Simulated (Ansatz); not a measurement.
## Run report: GaP, geometry relaxation (part 2 of 2)

GaP (32 atoms in the cell); DFT PBE, scalar-relativistic, plane waves, PAW, no spin polarisation (Ansatz 0.2.0); cutoff 420 eV, 2×2×2 k-mesh, Gaussian smearing of 0.02 eV. The structure derives from a Materials Project entry. It belongs to a series of runs on one base structure; here: the perfect supercell shaken and relaxed.

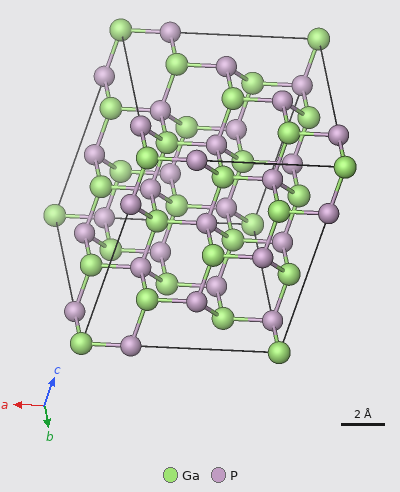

The geometry at step 3 of the log (ball-and-stick view of the cell of the calculation, seen at an oblique angle).

### What the program printed, continued
```
  k-point 1: bands = ["-7.8687", "-7.8687", "-7.8642", "-7.8528", "-7.8527", "-7.8527", "-7.8527", "-7.8404", "-7.8404", "-7.8404", "-7.8403", "-7.8300", "-7.8299", "-7.8299", "-7.8299", "-7.7897", "-7.7614", "-7.7614", "-7.7455", "-7.7455", "-7.7455", "-7.7454", "-7.7454", "-7.7453", "-7.7453", "-7.7453", "-7.7435", "-7.7434", "-7.7434", "-7.7434", "-7.7419", "-7.7419", "-7.7419", "-7.7418", "-7.7384", "-7.7384", "-7.7384", "-7.7383", "-7.7228", "-7.7228",
      "-7.7228", "-7.7228", "-7.7219", "-7.7219", "-7.7195", "-7.7195", "-7.7144", "-7.7144", "-7.7054", "-7.7012", "-7.7012", "-7.6886", "-7.6885", "-7.6885", "-7.6885", "-7.6882", "-7.6881", "-7.6881", "-7.6881", "-7.6827", "-7.6762", "-7.6760", "-7.6760", "-7.6760", "-7.6759", "-7.6746", "-7.6746", "-7.6746", "-7.6746", "-7.6729", "-7.6729", "-7.6729", "-7.6728", "-7.6708", "-7.6708", "-7.6708", "-7.6708", "-7.6640", "-7.6640", "-7.6622",
      "-5.2979", "-4.3433", "-4.3430", "-4.3430", "-4.3426", "-3.6760", "-3.6759", "-3.6758", "-3.6757", "-3.4827", "-3.0253", "-3.0251", "-3.0251", "-3.0248", "-2.6879", "-2.6879", "0.1894", "0.1894", "0.6067", "0.6068", "0.6069", "0.6071", "0.7130", "0.7131", "0.7133", "0.7135", "1.1417", "2.4155", "2.4156", "2.4157", "2.4158", "2.9968", "2.9969", "2.9970", "2.9971", "3.6729", "3.6729", "3.7491", "3.7491", "4.3860",
      "4.3860", "4.4144", "4.4145", "4.4146", "4.4147", "4.4909", "4.4910", "4.4911", "4.4913", "4.5249", "4.5251", "4.5254", "4.5256", "5.1396", "5.4947", "5.4948", "5.4948", "5.4950", "5.5986", "5.5987", "5.5988", "5.5988", "6.0975", "6.0975", "8.4011", "9.2564", "9.2735", "9.2739", "9.2744", "9.2747", "9.5099", "9.5100", "9.5653", "9.6412", "9.6412", "9.9601", "9.9604", "9.9608", "9.9611", "10.1507",
      "10.2932", "10.2934", "10.2938", "10.2939", "10.7104", "10.7106", "10.7111", "10.7112", "11.3840", "11.3841", "11.3843", "11.3844", "11.5117", "11.5118", "11.8640", "11.8642"]
  k-point 2: bands = ["-7.8687", "-7.8687", "-7.8642", "-7.8527", "-7.8527", "-7.8527", "-7.8527", "-7.8404", "-7.8404", "-7.8404", "-7.8404", "-7.8300", "-7.8299", "-7.8299", "-7.8299", "-7.7897", "-7.7614", "-7.7614", "-7.7455", "-7.7455", "-7.7454", "-7.7454", "-7.7454", "-7.7453", "-7.7453", "-7.7453", "-7.7435", "-7.7434", "-7.7434", "-7.7434", "-7.7419", "-7.7419", "-7.7418", "-7.7418", "-7.7384", "-7.7384", "-7.7384", "-7.7383", "-7.7229", "-7.7228",
      "-7.7228", "-7.7228", "-7.7219", "-7.7219", "-7.7195", "-7.7195", "-7.7144", "-7.7144", "-7.7054", "-7.7012", "-7.7012", "-7.6886", "-7.6886", "-7.6885", "-7.6885", "-7.6882", "-7.6882", "-7.6881", "-7.6881", "-7.6827", "-7.6762", "-7.6760", "-7.6760", "-7.6760", "-7.6759", "-7.6746", "-7.6746", "-7.6746", "-7.6746", "-7.6729", "-7.6729", "-7.6728", "-7.6728", "-7.6708", "-7.6708", "-7.6708", "-7.6708", "-7.6640", "-7.6640", "-7.6622",
      "-5.2979", "-4.3432", "-4.3431", "-4.3429", "-4.3428", "-3.6760", "-3.6759", "-3.6757", "-3.6757", "-3.4827", "-3.0252", "-3.0251", "-3.0250", "-3.0249", "-2.6879", "-2.6879", "0.1894", "0.1894", "0.6065", "0.6067", "0.6071", "0.6072", "0.7130", "0.7131", "0.7133", "0.7135", "1.1417", "2.4155", "2.4156", "2.4157", "2.4159", "2.9968", "2.9969", "2.9970", "2.9970", "3.6729", "3.6729", "3.7491", "3.7491", "4.3859",
      "4.3860", "4.4144", "4.4145", "4.4146", "4.4147", "4.4909", "4.4910", "4.4912", "4.4913", "4.5250", "4.5251", "4.5254", "4.5256", "5.1396", "5.4947", "5.4947", "5.4949", "5.4950", "5.5986", "5.5987", "5.5988", "5.5988", "6.0974", "6.0976", "8.4011", "9.2564", "9.2737", "9.2739", "9.2745", "9.2746", "9.5099", "9.5100", "9.5653", "9.6412", "9.6412", "9.9599", "9.9601", "9.9611", "9.9612", "10.1507",
      "10.2932", "10.2933", "10.2939", "10.2940", "10.7101", "10.7103", "10.7114", "10.7115", "11.3840", "11.3842", "11.3842", "11.3844", "11.5117", "11.5118", "11.8641", "11.8642"]
  k-point 3: bands = ["-7.8687", "-7.8687", "-7.8642", "-7.8528", "-7.8528", "-7.8527", "-7.8527", "-7.8404", "-7.8404", "-7.8404", "-7.8404", "-7.8300", "-7.8299", "-7.8299", "-7.8299", "-7.7897", "-7.7614", "-7.7614", "-7.7455", "-7.7455", "-7.7454", "-7.7454", "-7.7453", "-7.7453", "-7.7453", "-7.7453", "-7.7434", "-7.7434", "-7.7434", "-7.7434", "-7.7419", "-7.7419", "-7.7418", "-7.7418", "-7.7384", "-7.7384", "-7.7384", "-7.7383", "-7.7228", "-7.7228",
      "-7.7228", "-7.7228", "-7.7219", "-7.7219", "-7.7195", "-7.7195", "-7.7144", "-7.7144", "-7.7054", "-7.7012", "-7.7012", "-7.6886", "-7.6886", "-7.6885", "-7.6885", "-7.6882", "-7.6882", "-7.6881", "-7.6881", "-7.6827", "-7.6762", "-7.6760", "-7.6760", "-7.6760", "-7.6759", "-7.6746", "-7.6746", "-7.6746", "-7.6746", "-7.6729", "-7.6729", "-7.6728", "-7.6728", "-7.6708", "-7.6708", "-7.6708", "-7.6708", "-7.6640", "-7.6640", "-7.6622",
      "-5.2979", "-4.3432", "-4.3430", "-4.3430", "-4.3427", "-3.6760", "-3.6759", "-3.6758", "-3.6757", "-3.4827", "-3.0253", "-3.0252", "-3.0250", "-3.0248", "-2.6879", "-2.6879", "0.1893", "0.1894", "0.6066", "0.6067", "0.6070", "0.6072", "0.7130", "0.7132", "0.7133", "0.7134", "1.1417", "2.4155", "2.4155", "2.4157", "2.4159", "2.9968", "2.9969", "2.9970", "2.9970", "3.6729", "3.6729", "3.7491", "3.7491", "4.3860",
      "4.3860", "4.4145", "4.4145", "4.4147", "4.4147", "4.4909", "4.4910", "4.4912", "4.4913", "4.5250", "4.5252", "4.5253", "4.5255", "5.1396", "5.4947", "5.4947", "5.4949", "5.4950", "5.5986", "5.5987", "5.5987", "5.5988", "6.0975", "6.0975", "8.4011", "9.2564", "9.2738", "9.2740", "9.2743", "9.2745", "9.5099", "9.5100", "9.5653", "9.6411", "9.6412", "9.9599", "9.9604", "9.9608", "9.9613", "10.1507",
      "10.2933", "10.2934", "10.2937", "10.2939", "10.7101", "10.7108", "10.7108", "10.7116", "11.3841", "11.3842", "11.3842", "11.3843", "11.5117", "11.5118", "11.8641", "11.8643"]
--- Relaxed structure (4 steps of the walk, 4 accepted, 0 SCFs on fresh bases) ---
  F+E_penalty+E_count = -72632.93294318 eV   max|allowed force component| = 6.085e-3 eV/Å
  atoms:
    - { symbol: Ga, position: [0.5005932221378088, 0.4985949162487719, -0.0009458802210064695] }
    - { symbol: Ga, position: [0.5005748383049791, 0.7485499842817067, 0.74869010361156] }
    - { symbol: Ga, position: [0.5007100624642935, -0.0014779749716185041, 0.49891201362673937] }
    - { symbol: Ga, position: [0.7508103016321976, 0.24866695852861792, -0.0010414060512872747] }
    - { symbol: Ga, position: [0.5007478550237, 0.24870337333590004, 0.2488891164735098] }
    - { symbol: Ga, position: [0.7505743690549393, 0.49861026439694633, 0.7489718437050088] }
    - { symbol: Ga, position: [0.7509446714898695, 0.7487218244410319, 0.4990883069079175] }
    - { symbol: Ga, position: [0.0008263582942476984, -0.0014199954684691477, -0.0008831841873599658] }
    - { symbol: Ga, position: [0.7506226287480514, -0.0014669998364019166, 0.24868543656579117] }
    - { symbol: Ga, position: [0.0006588840547567809, 0.24859147781915686, 0.7489099170947873] }
    - { symbol: Ga, position: [0.0006549710673123744, 0.49850489856943286, 0.49902636799856354] }
    - { symbol: Ga, position: [0.2508536361197073, 0.748790132138211, -0.0010306644921251051] }
    - { symbol: Ga, position: [0.0006540159915106036, 0.7486856551096708, 0.24894452245331516] }
    - { symbol: Ga, position: [0.2506762496143051, -0.0013638195805125708, 0.7487402602270319] }
    - { symbol: Ga, position: [0.2507689733315488, 0.2487986795110571, 0.49905919337096255] }
    - { symbol: Ga, position: [0.25049990573812086, 0.49851901593591025, 0.24885731472846231] }
    - { symbol: P, position: [0.2506248999952736, 0.4986762763202754, -0.0010616896589962788] }
    - { symbol: P, position: [0.250671591635235, 0.7486443308699349, 0.7488601043881647] }
    - { symbol: P, position: [0.25072290202374026, -0.0013025117026184557, 0.49885285828843096] }
    - { symbol: P, position: [0.5007181044189106, 0.24857528097117088, -0.0011547937404023378] }
    - { symbol: P, position: [0.25076693162233, 0.24868077257925683, 0.24901681305685258] }
    - { symbol: P, position: [0.5006856222903739, 0.4987067979972096, 0.7490843823301567] }
    - { symbol: P, position: [0.5007038799198169, 0.7484739612217111, 0.4987697990937642] }
    - { symbol: P, position: [0.7506632935698692, -0.0014673437241408127, -0.0012729573235086278] }
    - { symbol: P, position: [0.5007893259651293, -0.0012638348217681172, 0.24900144810986868] }
    - { symbol: P, position: [0.750668670680281, 0.24860631297769983, 0.7489026289796378] }
    - { symbol: P, position: [0.7507093262340125, 0.49862939282892105, 0.4990113235207403] }
    - { symbol: P, position: [0.0007442864528277582, 0.7485610044334473, -0.0010501273287195634] }
    - { symbol: P, position: [0.7506865752757168, 0.748630490482585, 0.248954882770628] }
    - { symbol: P, position: [0.000831013606241271, -0.0012874656028795672, 0.749117772888902] }
    - { symbol: P, position: [0.0005968686698172437, 0.2484775704089049, 0.4988576295941729] }
    - { symbol: P, position: [0.0006476639730762374, 0.4986892766008789, 0.2490489589184377] }
```

### Trajectory as extended XYZ (Å, eV, eV/Å), 3 of the 4 frames kept, from step=1 to step=4
```
32
Lattice="-5.5051 5.5051 5.5051 5.5051 -5.5051 5.5051 5.5051 5.5051 -5.5051" Properties=species:S:1:pos:R:3:forces:R:3 step=1 energy=-72631.97748
Ga    0.0503   -0.0244    5.4922   -0.9085   0.7935   0.3571
Ga    5.4250    2.7084    2.7245    0.7323   0.9321   0.3753
Ga    0.0112    5.4446   -0.0243    0.1360   0.8943   0.0631
Ga   -2.7606    2.7438    5.4623    0.1960   0.2781   0.5543
Ga    0.0567    2.7692    2.7722   -0.5784   0.2093  -0.2032
Ga    2.8179    5.4806    2.7325   -0.9657   0.4246   0.4826
Ga    2.7294    2.7923    5.5151    0.3896  -0.4169   0.5484
Ga   -0.0581    0.0546   -0.0296    0.1592  -0.6200   0.3405
Ga   -2.7765    5.4435    2.7635    0.0204   0.6796  -0.1708
Ga    5.4696    2.7482   -2.7235    0.1214   0.2382  -0.1224
Ga    5.4765    0.0318   -0.0841   -0.0346  -0.0457   0.7818
Ga    2.7390   -2.8153    5.5349   -0.1061   0.5041  -0.2300
Ga    5.5099   -2.7696    2.7643   -0.8376   0.5042  -0.1814
Ga    2.6659    5.4426   -2.7094    0.3381   1.1479  -0.6191
Ga    2.8104    2.7383    0.0587   -0.9846   0.1953  -0.1690
Ga    2.7010    0.0326    2.7024    0.3890  -0.2192   0.5608
P     1.3286   -1.3469    4.1516    0.9073  -0.6512  -0.3880
P     6.7868    1.4140    1.3750    0.6751  -0.7115  -0.1164
P     1.3132    4.1267   -1.4565    0.5484  -0.6486   1.4377
P    -1.4102    1.4049    4.0682    0.1807  -0.5002   0.4207
P     1.2956    1.3380    1.3798    0.5911   0.7610  -0.2809
P     4.1127    4.1481    1.4229    0.4717  -0.1961  -0.8148
P     4.1727    1.4105    4.1114   -1.0655  -0.5638   0.5875
P    -4.1281    4.1755    4.1719   -0.6298  -0.6630  -0.3599
P    -1.3752    4.1681    1.3271   -0.0652  -0.6749   0.5402
P     1.3863    6.9047    1.4144   -0.0992  -0.3958  -0.3435
P     1.3745    4.1381    4.1871    0.2135   0.2520  -0.7677
P     4.1434   -4.1363    4.1050   -0.5338   0.3378   0.1139
P     1.2919    1.4092    6.9567    1.1094  -0.6878  -0.9221
P     4.1094    4.1920   -4.0633   -0.0092  -0.4633  -0.6481
P     4.0955    1.4001   -1.3605   -0.1211  -0.2731  -0.5137
P     4.1432   -1.3292    1.3885   -0.2397  -0.4210  -0.3131
32
Lattice="-5.5051 5.5051 5.5051 5.5051 -5.5051 5.5051 5.5051 5.5051 -5.5051" Properties=species:S:1:pos:R:3:forces:R:3 step=3 energy=-72632.93294
Ga   -0.0162    0.0058    5.5059   -0.0027   0.0007   0.0039
Ga    5.4868    2.7565    2.7550    0.0030   0.0050  -0.0006
Ga   -0.0180    5.5112    0.0018    0.0014  -0.0010   0.0008
Ga   -2.7701    2.7586    5.5080    0.0006  -0.0018  -0.0020
Ga   -0.0174    2.7577    2.7557    0.0005   0.0012  -0.0021
Ga    2.7361    5.5103    2.7537   -0.0026   0.0025   0.0030
Ga    2.7353    2.7598    5.5083    0.0007  -0.0046  -0.0028
Ga   -0.0172    0.0075    0.0016   -0.0001  -0.0060   0.0022
Ga   -2.7713    5.5094    2.7551    0.0029   0.0027  -0.0018
Ga    5.4877    2.7579   -2.7507    0.0011   0.0010   0.0006
Ga    5.4879    0.0065    0.0007    0.0005  -0.0030   0.0035
Ga    2.7355   -2.7469    5.5088   -0.0007  -0.0004  -0.0038
Ga    5.4885   -2.7475    2.7547   -0.0028   0.0028   0.0000
Ga    2.7344    5.5094   -2.7494    0.0034   0.0052  -0.0033
Ga    2.7365    2.7582    0.0028   -0.0036  -0.0004  -0.0019
Ga    2.7354    0.0046    2.7534    0.0000   0.0011   0.0046
P     1.3597   -1.3714    4.1308   -0.0014  -0.0007  -0.0015
P     6.8640    1.3812    1.3788    0.0003   0.0009   0.0004
P     1.3588    4.1337   -1.3732   -0.0017   0.0005  -0.0003
P    -1.3944    1.3817    4.1313    0.0015   0.0000  -0.0011
P     1.3594    1.3824    1.3787   -0.0006  -0.0010  -0.0010
P     4.1129    4.1347    1.3780    0.0007  -0.0013   0.0003
P     4.1098    1.3818    4.1311    0.0025  -0.0013   0.0015
P    -4.1476    4.1336    4.1314    0.0028   0.0021  -0.0004
P    -1.3931    4.1346    1.3792   -0.0021  -0.0017   0.0000
P     1.3589    6.8867    1.3783    0.0005   0.0002  -0.0003
P     1.3594    4.1348    4.1306   -0.0001  -0.0013   0.0003
P     4.1110   -4.1226    4.1308   -0.0010  -0.0012  -0.0010
P     1.3592    1.3818    6.8834    0.0012  -0.0011  -0.0005
P     4.1123    4.1356   -4.1265   -0.0012  -0.0019   0.0003
P     4.1109    1.3817   -1.3751   -0.0011   0.0011   0.0025
P     4.1128   -1.3707    1.3779   -0.0017   0.0011   0.0001
32
Lattice="-5.5051 5.5051 5.5051 5.5051 -5.5051 5.5051 5.5051 5.5051 -5.5051" Properties=species:S:1:pos:R:3:forces:R:3 step=4 energy=-72632.93294
Ga   -0.0162    0.0058    5.5059   -0.0029   0.0008   0.0039
Ga    5.4868    2.7565    2.7550    0.0031   0.0051  -0.0005
Ga   -0.0180    5.5112    0.0018    0.0014  -0.0009   0.0008
Ga   -2.7701    2.7586    5.5080    0.0005  -0.0018  -0.0019
Ga   -0.0174    2.7577    2.7557    0.0003   0.0013  -0.0021
Ga    2.7361    5.5103    2.7537   -0.0027   0.0026   0.0031
Ga    2.7353    2.7598    5.5083    0.0007  -0.0047  -0.0027
Ga   -0.0172    0.0075    0.0016   -0.0001  -0.0061   0.0023
Ga   -2.7713    5.5094    2.7551    0.0031   0.0027  -0.0019
Ga    5.4877    2.7579   -2.7507    0.0012   0.0010   0.0006
Ga    5.4879    0.0065    0.0007    0.0005  -0.0030   0.0035
Ga    2.7355   -2.7469    5.5088   -0.0006  -0.0003  -0.0039
Ga    5.4885   -2.7475    2.7547   -0.0029   0.0027   0.0001
Ga    2.7344    5.5094   -2.7494    0.0034   0.0053  -0.0033
Ga    2.7365    2.7582    0.0028   -0.0037  -0.0003  -0.0020
Ga    2.7354    0.0046    2.7534    0.0000   0.0011   0.0047
P     1.3597   -1.3714    4.1308   -0.0013  -0.0006  -0.0016
P     6.8640    1.3812    1.3788    0.0003   0.0009   0.0004
P     1.3588    4.1337   -1.3732   -0.0017   0.0005  -0.0003
P    -1.3944    1.3817    4.1313    0.0015   0.0001  -0.0012
P     1.3594    1.3824    1.3787   -0.0006  -0.0011  -0.0009
P     4.1129    4.1347    1.3780    0.0007  -0.0013   0.0002
P     4.1098    1.3818    4.1311    0.0025  -0.0013   0.0016
P    -4.1476    4.1336    4.1314    0.0028   0.0020  -0.0003
P    -1.3931    4.1346    1.3792   -0.0022  -0.0017   0.0001
P     1.3589    6.8867    1.3783    0.0004   0.0004  -0.0004
P     1.3594    4.1348    4.1306   -0.0002  -0.0012   0.0003
P     4.1110   -4.1226    4.1308   -0.0010  -0.0011  -0.0009
P     1.3592    1.3818    6.8834    0.0012  -0.0011  -0.0006
P     4.1123    4.1356   -4.1265   -0.0011  -0.0018   0.0003
P     4.1109    1.3817   -1.3751   -0.0010   0.0011   0.0025
P     4.1128   -1.3707    1.3779   -0.0017   0.0010   0.0001
```

### Summary

- outcome: converged
- space group (tolerance 0.01 Å): P1 (1) → F-43m (216)
- electrons treated: 288
- free energy: −72632.9329 eV
- Fermi energy: 7.249 eV
- gap on the k-point mesh: 2.30 eV
- final volume: 667.36 Å³
- largest force (length of the vector) at the end: 0.007 eV/Å
- final cell: a = 9.535 Å, b = 9.535 Å, c = 9.535 Å, α = 109.47°, β = 109.47°, γ = 109.47°
- hardware: 8 threads of Arm Neoverse V2, 24 GiB of memory available, shared host
- wall time: 47 s (CPU time 6 min)
- peak memory: 2.3 GiB
